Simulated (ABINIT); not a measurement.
# InAs: positron calculation (part 1 of 2)

The run: positron calculation of InAs (F-43m, 2 atoms in the cell). Method and program: Kohn-Sham DFT of a periodic cell, PBEsol, JTH PAW PBE v2.0, no spin polarisation (ABINIT 10.8.3).

The structure derives from an entry of the Crystallography Open Database.

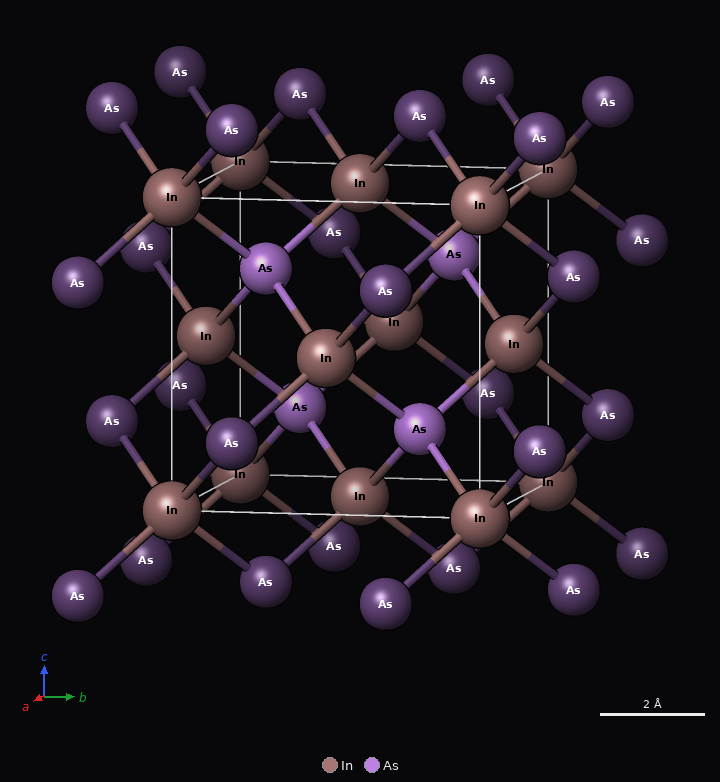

The input geometry (ball-and-stick view of the cell 4 times as large as that of the calculation, set on its symmetry axes, seen slightly off an axis; neighbours outside the cell are drawn fainter). Near neighbours in the crystal (not all of them lie inside the picture): In has 4 As at 2.64 Å; As has 4 In at 2.64 Å.

### Results in brief

```json
{"quantity": "outcome", "value": "converged"}
{"quantity": "space group (tolerance 0.01 Å)", "value": "F-43m (216)"}
{"quantity": "electrons treated", "value": "28"}
{"quantity": "free energy", "value": "−4677.5837 eV"}
{"quantity": "positron lifetime (one of the program's estimates)", "value": "251.2 ps"}
{"quantity": "Fermi energy", "value": "3.781 eV"}
{"quantity": "gap on the k-point mesh", "value": "none (metallic)"}
{"quantity": "pressure", "value": "0.01 GPa"}
{"quantity": "largest force (length of the vector)", "value": "under 0.001 eV/Å"}
{"quantity": "hardware", "value": "1 thread of Arm Neoverse V1, 24 GiB of memory available, shared host"}
{"quantity": "wall time", "value": "25 s"}
{"quantity": "peak memory", "value": "0.11 GiB"}
```

### Notes

Points of doubt noted for this run: PAW basis incomplete for positron.

### Input file
```
# Datasets
ndtset 2

# Pseudopotentials
pp_dirpath "./"
pseudos "In.GGA_PBE-JTH.xml, As.GGA_PBE-JTH.xml"

# Structure
acell 4.3074502904 4.3074502904 4.3074502904 Angstrom
rprim
     0.0000000000     0.7071067812     0.7071067812
     0.7071067812     0.0000000000     0.7071067812
     0.7071067812     0.7071067812     0.0000000000
ntypat 2
znucl 49 33
natom 2
typat 1 2
chkprim 0
chksymtnons 0
tolsym 1.0e-6
xred
            0.0            0.0            0.0
            3/4            3/4            3/4

# Plane-wave basis
ecut 22.0
pawecutdg 44.0
ecutsm 0.5

# Exchange and correlation
ixc -116133

# SCF cycle
nstep 80

# Output
iomode 3
prteig 0
prtebands 0
prtwf 0

# Dataset 1: electrons
kptopt1 1
ngkpt1 6 6 6
nshiftk1 1
shiftk1 0.0 0.0 0.0
nband1 18
occopt1 3
tsmear1 0.00183747
tolvrs1 1.0e-10
prtden1 1

# Dataset 2: positron in the electrons' density
positron2 1
ixcpositron2 11
getden2 1
kptopt2 0
nkpt2 1
kpt2 0.0 0.0 0.0
nband2 1
occopt2 2
occ2 1.0
posocc2 1.0
toldfe2 1.0e-9
optforces2 0
optstress2 0
prtden2 0
```

Run as:
```bash
abinit run.abi > log 2>&1
```

### Output
```
.Version 10.8.3 of ABINIT
 DATASET    1 : space group F-4 3 m (#216); Bravais cF (face-center cubic)
================================================================================
 Values of the parameters that define the memory need for DATASET  1.
     intxc =       0    ionmov =       0      iscf =      17    lmnmax =      18
     lnmax =       6     mgfft =      36  mpssoang =       3    mqgrid =    3001
     natom =       2  nloc_mem =       2    nspden =       1   nspinor =       1
    nsppol =       1      nsym =      24    n1xccc =       1    ntypat =       2
    occopt =       3   xclevel =       2
       mpw =        1895          nfft =       46656          nkpt =          16
 PAW method is used; the additional fine FFT grid is defined by:
   mgfftf=        50    nfftf =    125000
================================================================================
================================================================================

 DATASET    2 : space group F-4 3 m (#216); Bravais cF (face-center cubic)
================================================================================
 Values of the parameters that define the memory need for DATASET  2.
     intxc =       0    ionmov =       0      iscf =      17    lmnmax =      18
     lnmax =       6     mgfft =      36  mpssoang =       3    mqgrid =    3001
     natom =       2  nloc_mem =       2    nspden =       1   nspinor =       1
    nsppol =       1      nsym =      24    n1xccc =       1    ntypat =       2
    occopt =       2   xclevel =       2
       mpw =         947          nfft =       46656          nkpt =           1
 PAW method is used; the additional fine FFT grid is defined by:
   mgfftf=        50    nfftf =    125000
================================================================================
================================================================================

--------------------------------------------------------------------------------
------------- Echo of variables that govern the present computation ------------
--------------------------------------------------------------------------------
 -outvars: echo values of preprocessed input variables --------
            acell      8.1399013498E+00  8.1399013498E+00  8.1399013498E+00 Bohr
              amu      1.14820000E+02  7.49215900E+01
          chkprim           0
      chksymtnons           0
             ecut      2.20000000E+01 Hartree
           ecutsm      5.00000000E-01 Hartree
           getden1          0
           getden2          1
              ixc     -116133
      ixcpositron1          1
      ixcpositron2         11
           jdtset        1    2
           kptopt1          1
           kptopt2          0
         kptrlatt        6    0    0      0    6    0      0    0    6
          kptrlen1     4.88394081E+01
          kptrlen2     3.00000000E+01
            natom           2
            nband1         18
            nband2          1
           ndtset           2
            ngfft          36      36      36
          ngfftdg          50      50      50
             nkpt1         16
             nkpt2          1
            nstep          80
             nsym          24
           ntypat           2
           occopt1          3
           occopt2          2
        optforces1          2
        optforces2          0
        optstress1          1
        optstress2          0
        pawecutdg      4.40000000E+01 Hartree
         positron1          0
         positron2          1
           prtden1          1
           prtden2          0
        prtebands           0
           prteig           0
            prtwf           0
            rprim      0.0000000000E+00  7.0710678120E-01  7.0710678120E-01
                       7.0710678120E-01  0.0000000000E+00  7.0710678120E-01
                       7.0710678120E-01  7.0710678120E-01  0.0000000000E+00
           shiftk1     0.00000000E+00  0.00000000E+00  0.00000000E+00
           shiftk2     5.00000000E-01  5.00000000E-01  5.00000000E-01
          spgroup         216
           toldfe1     0.00000000E+00 Hartree
           toldfe2     1.00000000E-09 Hartree
           tolsym      1.00000000E-06
           tolvrs1     1.00000000E-10
           tolvrs2     0.00000000E+00
           tsmear1     1.83747000E-03 Hartree
           tsmear2     1.00000000E-02 Hartree
            typat      1  2
           useylm           1
           xangst      0.0000000000E+00  0.0000000000E+00  0.0000000000E+00
                       4.5687409650E+00  4.5687409650E+00  4.5687409650E+00
            xcart      0.0000000000E+00  0.0000000000E+00  0.0000000000E+00
                       8.6336691641E+00  8.6336691641E+00  8.6336691641E+00
             xred      0.0000000000E+00  0.0000000000E+00  0.0000000000E+00
                       7.5000000000E-01  7.5000000000E-01  7.5000000000E-01
            znucl       49.00000   33.00000

================================================================================

 chkinp: Checking input parameters for consistency, jdtset=   1.

 chkinp: Checking input parameters for consistency, jdtset=   2.

================================================================================
== DATASET  1 ==================================================================

--- !DatasetInfo
iteration_state: {dtset: 1, }
dimensions: {natom: 2, nkpt: 16, mband: 18, nsppol: 1, nspinor: 1, nspden: 1, mpw: 1895, }
cutoff_energies: {ecut:  22.0, pawecutdg:  44.0, }
electrons: {nelect:   2.80000000E+01, charge:   0.00000000E+00, occopt:   3.00000000E+00, tsmear:   1.83747000E-03, }
meta: {optdriver: 0, ionmov: 0, optcell: 0, iscf: 17, paral_kgb: 0, }
...

 Real(R)+Recip(G) space primitive vectors, cartesian coordinates (Bohr,Bohr^-1):
 R(1)=  0.0000000  5.7557794  5.7557794  G(1)= -0.0868692  0.0868692  0.0868692
 R(2)=  5.7557794  0.0000000  5.7557794  G(2)=  0.0868692 -0.0868692  0.0868692
 R(3)=  5.7557794  5.7557794  0.0000000  G(3)=  0.0868692  0.0868692 -0.0868692
 Unit cell volume ucvol=  3.8136640E+02 bohr^3
 Angles (23,13,12)=  6.00000000E+01  6.00000000E+01  6.00000000E+01 degrees

 Coarse grid specifications (used for wave-functions):

 getcut: wavevector=  0.0000  0.0000  0.0000  ngfft=  36  36  36
         ecut(hartree)=     22.000   => boxcut(ratio)=   2.09463

 Fine grid specifications (used for densities):

 getcut: wavevector=  0.0000  0.0000  0.0000  ngfft=  50  50  50
         ecut(hartree)=     44.000   => boxcut(ratio)=   2.05794

--- Pseudopotential description ------------------------------------------------
- pspini: atom type   1  psp file is ./In.GGA_PBE-JTH.xml
 Pseudopotential format is: paw10
 basis_size (lnmax)=  6 (lmn_size= 18), orbitals=   0   0   1   1   2   2
 Spheres core radius: rc_sph= 2.50644782
 Shapefunction is BESSEL type: shapef(r,l)=aa(1,l)*jl(q(1,l)*r)+aa(2,l)*jl(q(2,l)*r)
 Radius for shape functions =  1.40569481
 Compensation charge density is not taken into account in XC energy/potential

- pspini: atom type   2  psp file is ./As.GGA_PBE-JTH.xml
 Pseudopotential format is: paw10
 basis_size (lnmax)=  6 (lmn_size= 18), orbitals=   0   0   1   1   2   2
 Spheres core radius: rc_sph= 2.10391912
 Shapefunction is BESSEL type: shapef(r,l)=aa(1,l)*jl(q(1,l)*r)+aa(2,l)*jl(q(2,l)*r)
 Radius for shape functions =  1.70360438
 Compensation charge density is not taken into account in XC energy/potential

   1.37430372E+03                                ecore*ucvol(ha*bohr**3)
--------------------------------------------------------------------------------

================================================================================

--- !BeginCycle
iteration_state: {dtset: 1, }
solver: {iscf: 17, nstep: 80, nline: 4, wfoptalg: 10, }
tolerances: {tolvrs: 1.00E-10, }
...

     iter   Etot(hartree)      deltaE(h)  residm     nres2
 ETOT  1  -169.44734295997    -1.694E+02 4.014E+01 1.263E+01
 ETOT  2  -171.92661879980    -2.479E+00 5.454E-02 1.181E+01
 ETOT  3  -171.90979698056     1.682E-02 3.169E-02 3.603E+00
 ETOT  4  -171.89918920237     1.061E-02 1.618E-02 2.410E-01
 ETOT  5  -171.89801255136     1.177E-03 4.388E-03 2.455E-02
 ETOT  6  -171.89801681783    -4.266E-06 6.941E-04 4.839E-03
 ETOT  7  -171.89802896498    -1.215E-05 2.233E-04 1.235E-04
 ETOT  8  -171.89803109925    -2.134E-06 4.328E-05 1.222E-05
 ETOT  9  -171.89803108848     1.077E-08 1.189E-05 2.731E-07
 ETOT 10  -171.89803109388    -5.398E-09 3.043E-05 1.962E-08
 ETOT 11  -171.89803109408    -1.976E-10 1.543E-05 3.378E-09
 ETOT 12  -171.89803109406     1.691E-11 3.172E-05 1.809E-10
 ETOT 13  -171.89803109409    -2.657E-11 1.848E-05 1.244E-11

 At SCF step   13       nres2   =  1.24E-11 < tolvrs=  1.00E-10 =>converged.

 Cartesian components of stress tensor (hartree/bohr^3)
  sigma(1 1)= -4.39512229E-07  sigma(3 2)=  0.00000000E+00
  sigma(2 2)= -4.39512229E-07  sigma(3 1)=  0.00000000E+00
  sigma(3 3)= -4.39512229E-07  sigma(2 1)=  0.00000000E+00

--- !ResultsGS
iteration_state: {dtset: 1, }
comment   : Summary of ground state results
lattice_vectors:
- [  0.0000000,   5.7557794,   5.7557794, ]
- [  5.7557794,   0.0000000,   5.7557794, ]
- [  5.7557794,   5.7557794,   0.0000000, ]
lattice_lengths: [   8.13990,    8.13990,    8.13990, ]
lattice_angles: [ 60.000,  60.000,  60.000, ] # degrees, (23, 13, 12)
lattice_volume:   3.8136640E+02
convergence: {deltae: -2.657E-11, res2:  1.244E-11, residm:  1.848E-05, diffor: null, }
etotal    :  -1.71898031E+02
entropy   :   0.00000000E+00
fermie    :   1.38949977E-01
cartesian_stress_tensor: # hartree/bohr^3
- [ -4.39512229E-07,   0.00000000E+00,   0.00000000E+00, ]
- [  0.00000000E+00,  -4.39512229E-07,   0.00000000E+00, ]
- [  0.00000000E+00,   0.00000000E+00,  -4.39512229E-07, ]
pressure_GPa:   1.2931E-02
xred      :
- [  0.0000E+00,   0.0000E+00,   0.0000E+00, In]
- [  7.5000E-01,   7.5000E-01,   7.5000E-01, As]
cartesian_forces: # hartree/bohr
- [  2.33907957E-29,   1.16953979E-29,  -4.67815914E-29, ]
- [ -2.33907957E-29,  -1.16953979E-29,   4.67815914E-29, ]
force_length_stats: {min:   5.35950460E-29, max:   5.35950460E-29, mean:   5.35950460E-29, }
...

 Integrated electronic density in atomic spheres:
 ------------------------------------------------
 Atom  Sphere_radius  Integrated_density
    1        2.50645         11.22162768
    2        2.10392         12.67625171
```
